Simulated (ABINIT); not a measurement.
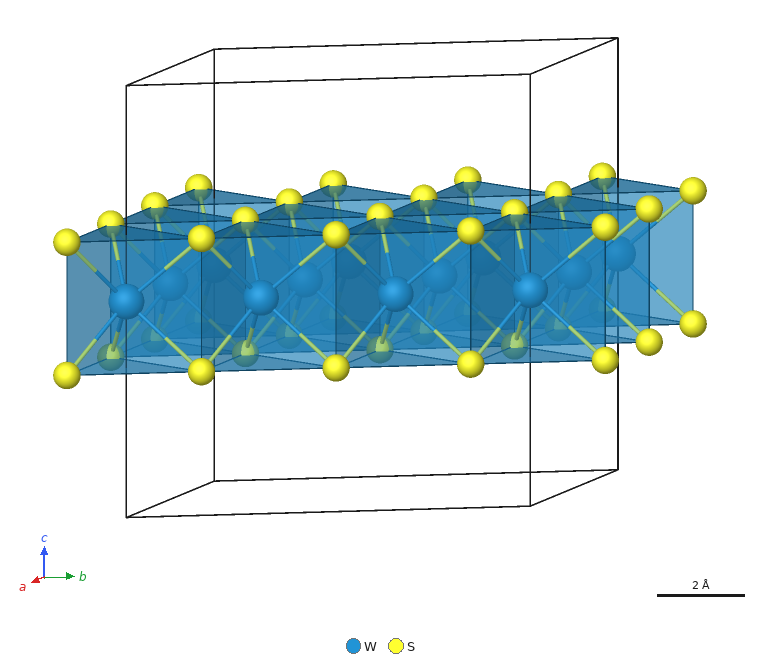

**Figure 1.** The structure as given in the input (polyhedral view of the 2 × 3 repeat of the cell, with the vacuum cut short, seen slightly off an axis; polyhedra are completed across the faces of the cell). An atom can appear more than once, as a periodic image.

## Run report: WS2, single-point calculation

WS2 (3 atoms in the cell), computed with Kohn-Sham DFT of a periodic cell, LDA, PseudoDojo NC SR LDA v0.4.1 standard, no spin polarisation (ABINIT 10.8.3).

The structure derives from a Materials Project entry.

### Input
```
pp_dirpath "./"
pseudos "W.upf, S.upf"

acell 3*1.0 Angstrom
rprim
     3.1835163552     0.0000000000     0.0000000000
    -1.5917581776     2.7570060369     0.0000000000
     0.0000000000     0.0000000000    16.9505778900
ntypat 2
znucl 74 16
natom 3
typat 1 2 2
xcart
     0.0000000000     0.0000000000     0.0000000000
    -0.0000000003     3.4733242226     2.9469557240
    -0.0000000003     3.4733242226    29.0849941422

ecut 30.0

kptopt 1
ngkpt 8 8 2
nshiftk 1
shiftk 0.0 0.0 0.0

ixc 7

nband 17
occopt 3
tsmear 0.05 eV

nstep 100
tolvrs 1.0e-10

iomode 3
prtwf 0
prteig 0
prtebands 0
enunit 1
prtden 1
prtvha 1
prtvclmb 1
prtpot 1
prtelf 1
```

Run as:
```bash
abinit run.abi > log 2>&1
```

### The program's output
```
.Version 10.8.3 of ABINIT
 Symmetries : space group P-6 m 2 (#187); Bravais hP (primitive hexag.)
================================================================================
 Values of the parameters that define the memory need of the present run
     intxc =       0    ionmov =       0      iscf =       7    lmnmax =       8
     lnmax =       8     mgfft =     160  mpssoang =       4    mqgrid =    7898
     natom =       3  nloc_mem =       1    nspden =       1   nspinor =       1
    nsppol =       1      nsym =      12    n1xccc =    2501    ntypat =       2
    occopt =       3   xclevel =       1
       mpw =        7931          nfft =      144000          nkpt =          20
================================================================================
================================================================================

--------------------------------------------------------------------------------
------------- Echo of variables that govern the present computation ------------
--------------------------------------------------------------------------------
 -outvars: echo values of preprocessed input variables --------
            acell      1.8897261259E+00  1.8897261259E+00  1.8897261259E+00 Bohr
              amu      1.83850000E+02  3.20660000E+01
             ecut      3.00000000E+01 Hartree
           enunit           1
              ixc           7
         kptrlatt        8    0    0      0    8    0      0    0    2
          kptrlen      4.81277922E+01
            natom           3
            nband          17
            ngfft          30      30     160
             nkpt          20
            nstep         100
             nsym          12
           ntypat           2
           occopt           3
        prtebands           0
           prteig           0
           prtelf           1
           prtpot           1
         prtvclmb           1
           prtvha           1
            prtwf           0
            rprim      3.1835163552E+00  0.0000000000E+00  0.0000000000E+00
                      -1.5917581776E+00  2.7570060369E+00  0.0000000000E+00
                       0.0000000000E+00  0.0000000000E+00  1.6950577890E+01
          spgroup         187
           tolvrs      1.00000000E-10
           tsmear      1.83746611E-03 Hartree
            typat      1  2  2
           xangst      0.0000000000E+00  0.0000000000E+00  0.0000000000E+00
                       1.9427077153E-17  1.8380040246E+00  1.5594618154E+00
                       1.9427077153E-17  1.8380040246E+00  1.5391116075E+01
            xcart      0.0000000000E+00  0.0000000000E+00  0.0000000000E+00
                       3.6711855247E-17  3.4733242248E+00  2.9469557349E+00
                       3.6711855247E-17  3.4733242248E+00  2.9084994153E+01
             xred      0.0000000000E+00  0.0000000000E+00  0.0000000000E+00
                       3.3333333333E-01  6.6666666667E-01  9.2000510278E-02
                       3.3333333333E-01  6.6666666667E-01  9.0799948972E-01
            znucl       74.00000   16.00000

================================================================================

 chkinp: Checking input parameters for consistency.

================================================================================
== DATASET  1 ==================================================================

--- !DatasetInfo
iteration_state: {dtset: 1, }
dimensions: {natom: 3, nkpt: 20, mband: 17, nsppol: 1, nspinor: 1, nspden: 1, mpw: 7931, }
cutoff_energies: {ecut:  30.0, pawecutdg:  -1.0, }
electrons: {nelect:   2.60000000E+01, charge:   0.00000000E+00, occopt:   3.00000000E+00, tsmear:   1.83746611E-03, }
meta: {optdriver: 0, ionmov: 0, optcell: 0, iscf: 7, paral_kgb: 0, }
...

 Exchange-correlation functional for the present dataset will be:
  LDA: Perdew-Wang 92 LSD fit to Ceperley-Alder data - ixc=7
  J.P.Perdew and Y.Wang, PRB 45, 13244 (1992)

 Real(R)+Recip(G) space primitive vectors, cartesian coordinates (Bohr,Bohr^-1):
 R(1)=  6.0159740  0.0000000  0.0000000  G(1)=  0.1662241  0.0959695  0.0000000
 R(2)= -3.0079870  5.2099863  0.0000000  G(2)=  0.0000000  0.1919391  0.0000000
 R(3)=  0.0000000  0.0000000 32.0319499  G(3)=  0.0000000  0.0000000  0.0312188
 Unit cell volume ucvol=  1.0039820E+03 bohr^3
 Angles (23,13,12)=  9.00000000E+01  9.00000000E+01  1.20000000E+02 degrees

 getcut: wavevector=  0.0000  0.0000  0.0000  ngfft=  30  30 160
         ecut(hartree)=     30.000   => boxcut(ratio)=   2.02400

--- Pseudopotential description ------------------------------------------------
- pspini: atom type   1  psp file is ./W.upf
12 -1012 3 -1 1380                            pspcod,pspxc,lmax,lloc,mmax
     nproj     2     2     2     2

- pspini: atom type   2  psp file is ./S.upf
12 -1012 2 -1 1132                            pspcod,pspxc,lmax,lloc,mmax
     nproj     2     2     2     0

   7.42794390E+02                                ecore*ucvol(ha*bohr**3)
--------------------------------------------------------------------------------

================================================================================

--- !BeginCycle
iteration_state: {dtset: 1, }
solver: {iscf: 7, nstep: 100, nline: 4, wfoptalg: 0, }
tolerances: {tolvrs: 1.00E-10, }
...

     iter   Etot(hartree)      deltaE(h)  residm     vres2
 ETOT  1  -98.028559132657    -9.803E+01 5.514E-02 1.395E+02
 ETOT  2  -97.977255919161     5.130E-02 2.531E-02 2.404E+03
 ETOT  3  -98.132628070507    -1.554E-01 1.539E-02 2.137E+02
 ETOT  4  -98.136888086179    -4.260E-03 1.603E-03 8.576E+01
 ETOT  5  -98.137629972644    -7.419E-04 3.656E-04 3.610E+01
 ETOT  6  -98.137649634564    -1.966E-05 4.278E-04 2.855E+01
 ETOT  7  -98.137749558154    -9.992E-05 1.445E-04 1.398E+01
 ETOT  8  -98.137758145790    -8.588E-06 3.259E-04 9.373E+00
 ETOT  9  -98.137761537780    -3.392E-06 1.109E-04 5.547E+00
 ETOT 10  -98.137764013788    -2.476E-06 2.279E-04 3.005E+00
 ETOT 11  -98.137765146424    -1.133E-06 7.618E-05 6.028E-01
 ETOT 12  -98.137766035607    -8.892E-07 1.460E-04 1.033E-02
 ETOT 13  -98.137766049749    -1.414E-08 4.903E-05 7.626E-05
 ETOT 14  -98.137766050914    -1.165E-09 9.132E-05 1.900E-06
 ETOT 15  -98.137766050931    -1.626E-11 3.030E-05 1.304E-06
 ETOT 16  -98.137766051007    -7.628E-11 5.546E-05 2.288E-08
 ETOT 17  -98.137766050996     1.063E-11 1.816E-05 4.963E-08
 ETOT 18  -98.137766050981     1.569E-11 3.302E-05 1.176E-08
 ETOT 19  -98.137766050994    -1.380E-11 1.071E-05 1.862E-09
 ETOT 20  -98.137766050987     7.120E-12 1.943E-05 2.784E-10
 ETOT 21  -98.137766050998    -1.032E-11 6.255E-06 5.714E-11

 At SCF step   21       vres2   =  5.71E-11 < tolvrs=  1.00E-10 =>converged.

 Compute ELF
--------------------------------------------------------------------------------

 Compute kinetic energy density

 Compute gradient of the electron density
 Electron Localization Function (ELF) [min:0;max:1]
)     Maximum=    9.5106E-01  at reduced coord.    0.3333    0.6667    0.8563
)     Minimum=    0.0000E+00  at reduced coord.    0.0000    0.0000    0.4000
   Integrated=    1.6740E+02

--------------------------------------------------------------------------------
 End of ELF section

 Cartesian components of stress tensor (hartree/bohr^3)
  sigma(1 1)=  8.77135748E-05  sigma(3 2)=  0.00000000E+00
  sigma(2 2)=  8.77135748E-05  sigma(3 1)=  0.00000000E+00
  sigma(3 3)=  5.11352119E-05  sigma(2 1)=  0.00000000E+00

--- !ResultsGS
iteration_state: {dtset: 1, }
comment   : Summary of ground state results
lattice_vectors:
- [  6.0159740,   0.0000000,   0.0000000, ]
- [ -3.0079870,   5.2099863,   0.0000000, ]
- [  0.0000000,   0.0000000,  32.0319499, ]
lattice_lengths: [   6.01597,    6.01597,   32.03195, ]
lattice_angles: [ 90.000,  90.000, 120.000, ] # degrees, (23, 13, 12)
lattice_volume:   1.0039820E+03
convergence: {deltae: -1.032E-11, res2:  5.714E-11, residm:  6.255E-06, diffor: null, }
etotal    :  -9.81377661E+01
entropy   :   0.00000000E+00
fermie    :   8.65969686E-03
cartesian_stress_tensor: # hartree/bohr^3
- [  8.77135748E-05,   0.00000000E+00,   0.00000000E+00, ]
- [  0.00000000E+00,   8.77135748E-05,   0.00000000E+00, ]
- [  0.00000000E+00,   0.00000000E+00,   5.11352119E-05, ]
pressure_GPa:  -2.2219E+00
xred      :
- [  0.0000E+00,   0.0000E+00,   0.0000E+00,  W]
- [  3.3333E-01,   6.6667E-01,   9.2001E-02,  S]
- [  3.3333E-01,   6.6667E-01,   9.0800E-01,  S]
cartesian_forces: # hartree/bohr
- [ -9.54842854E-28,  -5.51278779E-28,  -0.00000000E+00, ]
- [  4.77421427E-28,   2.75639389E-28,  -8.38390682E-03, ]
- [  4.77421427E-28,   2.75639389E-28,   8.38390682E-03, ]
force_length_stats: {min:   1.10255756E-27, max:   8.38390682E-03, mean:   5.58927121E-03, }
...

 Integrated electronic density in atomic spheres:
 ------------------------------------------------
 Atom  Sphere_radius  Integrated_density
    1        2.00000         10.13865778
    2        2.00000          3.95831170
    3        2.00000          3.95831170
================================================================================

 ----iterations are completed or convergence reached----

 Mean square residual over all n,k,spin=   19.016E-09; max=  62.546E-07
 reduced coordinates (array xred) for    3 atoms
       0.000000000000      0.000000000000      0.000000000000
       0.333333333333      0.666666666667      0.092000510278
       0.333333333333      0.666666666667      0.907999489722
 rms dE/dt=  1.2660E-01; max dE/dt=  2.6855E-01; dE/dt below (all hartree)
    1       0.000000000000      0.000000000000      0.000000000000
    2       0.000000000000      0.000000000000      0.268552882984
    3       0.000000000000      0.000000000000     -0.268552882984

 cartesian coordinates (angstrom) at end:
    1      0.00000000000000     0.00000000000000     0.00000000000000
    2      0.00000000000000     1.83800402460000     1.55946181538251
    3      0.00000000000000     1.83800402460000    15.39111607461749

 cartesian forces (hartree/bohr) at end:
    1     -0.00000000000000    -0.00000000000000    -0.00000000000000
    2      0.00000000000000     0.00000000000000    -0.00838390681563
    3      0.00000000000000     0.00000000000000     0.00838390681563
 frms,max,avg= 3.9522116E-03 8.3839068E-03   0.000E+00  0.000E+00  0.000E+00 h/b

 cartesian forces (eV/Angstrom) at end:
    1     -0.00000000000000    -0.00000000000000    -0.00000000000000
    2      0.00000000000000     0.00000000000000    -0.43111782228094
    3      0.00000000000000     0.00000000000000     0.43111782228094
 frms,max,avg= 2.0323089E-01 4.3111782E-01   0.000E+00  0.000E+00  0.000E+00 e/A
 length scales=  1.889726125908  1.889726125908  1.889726125908 bohr
              =  1.000000000000  1.000000000000  1.000000000000 angstroms
 Fermi (or HOMO) energy (eV) =   0.23564   Average Vxc (eV)=  -4.72283
 Eigenvalues (   eV  ) for nkpt=  20  k points:
 kpt#   1, nband= 17, wtk=  0.00781, kpt=  0.0000  0.0000  0.0000 (reduced coord)
 -74.72531  -38.95953  -38.79942  -38.79942  -15.44226  -13.75535   -7.05889   -3.62530
  -3.62530   -2.78648   -2.37736   -2.37736   -0.74682    2.14729    2.14729    2.34672
   2.34672
 prteigrs : prtvol=0 or 1, do not print more k-points.

--- !EnergyTerms
iteration_state     : {dtset: 1, }
comment             : Components of total free energy in Hartree
kinetic             :  2.80938546759811E+01
hartree             :  2.16351968756448E+02
xc                  : -2.28203497315889E+01
Ewald energy        :  1.40856068914510E+02
psp_core            :  7.39848335986339E-01
local_psp           : -4.77123299499249E+02
non_local_psp       :  1.57641424969250E+01
internal            : -9.81377660509871E+01
'-kT*entropy'       : -1.04752360761100E-11
total_energy        : -9.81377660509976E+01
total_energy_eV     : -2.67046465733142E+03
band_energy         : -1.80993463784714E+01
...

 Cartesian components of stress tensor (hartree/bohr^3)
  sigma(1 1)=  8.77135748E-05  sigma(3 2)=  0.00000000E+00
  sigma(2 2)=  8.77135748E-05  sigma(3 1)=  0.00000000E+00
  sigma(3 3)=  5.11352119E-05  sigma(2 1)=  0.00000000E+00

-Cartesian components of stress tensor (GPa)         [Pressure= -2.2219E+00 GPa]
- sigma(1 1)=  2.58062247E+00  sigma(3 2)=  0.00000000E+00
- sigma(2 2)=  2.58062247E+00  sigma(3 1)=  0.00000000E+00
- sigma(3 3)=  1.50444988E+00  sigma(2 1)=  0.00000000E+00

== END DATASET(S) ==============================================================
================================================================================

 -outvars: echo values of variables after computation  --------
            acell      1.8897261259E+00  1.8897261259E+00  1.8897261259E+00 Bohr
           etotal     -9.8137766051E+01
            fcart     -9.5484285371E-28 -5.5127877864E-28 -0.0000000000E+00
                       4.7742142686E-28  2.7563938932E-28 -8.3839068156E-03
                       4.7742142686E-28  2.7563938932E-28  8.3839068156E-03
            rprim      3.1835163552E+00  0.0000000000E+00  0.0000000000E+00
                      -1.5917581776E+00  2.7570060369E+00  0.0000000000E+00
                       0.0000000000E+00  0.0000000000E+00  1.6950577890E+01
           strten      8.7713574769E-05  8.7713574808E-05  5.1135211947E-05
                       0.0000000000E+00  0.0000000000E+00  0.0000000000E+00
           xangst      0.0000000000E+00  0.0000000000E+00  0.0000000000E+00
                       1.9427077153E-17  1.8380040246E+00  1.5594618154E+00
                       1.9427077153E-17  1.8380040246E+00  1.5391116075E+01
             xred      0.0000000000E+00  0.0000000000E+00  0.0000000000E+00
                       3.3333333333E-01  6.6666666667E-01  9.2000510278E-02
                       3.3333333333E-01  6.6666666667E-01  9.0799948972E-01
 Calculation completed.
```

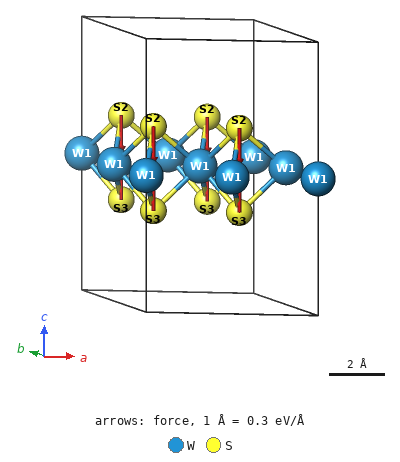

**Figure 2.** Forces on the atoms as red arrows (ball-and-stick view of the 2 × 2 repeat of the cell, with the vacuum cut short, seen slightly off an axis; atoms are numbered from 1 in the order of the input). The largest act on S2, S3 (0.43 eV/Å). The geometry is not a stationary point of this energy.

### Summary

```csv
quantity,value
outcome,converged
space group (tolerance 0.01 Å),P-6m2 (187)
electrons treated,26
free energy,−2670.4647 eV
Fermi energy,0.236 eV
gap on the k-point mesh,2.05 eV
pressure,−2.22 GPa
largest force (length of the vector),0.431 eV/Å
hardware,"1 thread of Intel Xeon (Granite Rapids), 32 GiB of memory available, shared host"
wall time,1.8 min
peak memory,0.12 GiB
```

### Notes

Spin–orbit coupling is left out, which matters for W.
